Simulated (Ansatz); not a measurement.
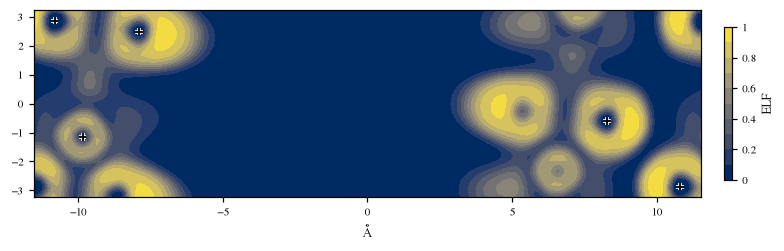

The electron localisation function on a plane through atoms (crosses mark nuclei in the plane).

These are results of DFT LDA, scalar-relativistic, plane waves, PAW in Ansatz 0.2.0, not measurements.

Candidates:
A. C, a = 2.46 Å, b = 2.46 Å, c = 8.41 Å, α = 90.00°, β = 90.00°, γ = 120.00°. Space group P6₃/mmc; a point of a scan over the structure, not its minimum; changed on purpose from its base cell (mode 21 frozen in at +0.012 Å, strain +e along z and -e/2 along x and y +0.0233); not relaxed (largest force 0.8 eV/Å); PAW files of the earlier set (soft_1).
B. Si, a = 3.80 Å, b = 3.80 Å, c = 6.29 Å, α = 90.00°, β = 90.00°, γ = 120.00°. Space group P6₃/mmc; a structure from a database of computed crystals, not necessarily the ambient phase; PAW files of the earlier set (soft_1).
C. WS2, a = 3.34 Å, b = 3.34 Å, c = 22.10 Å, α = 90.00°, β = 90.00°, γ = 120.00°. Space group P-3m1; a point of a scan over the structure, not its minimum; a structure from a database of computed crystals, not necessarily the ambient phase; computed pressure about −5 GPa in this cell; PAW files of the earlier set (soft_1).

Question: Which candidate gave the map?

Answer: Candidate C: WS2 on the (111) plane of the conventional cell, which holds W and S.
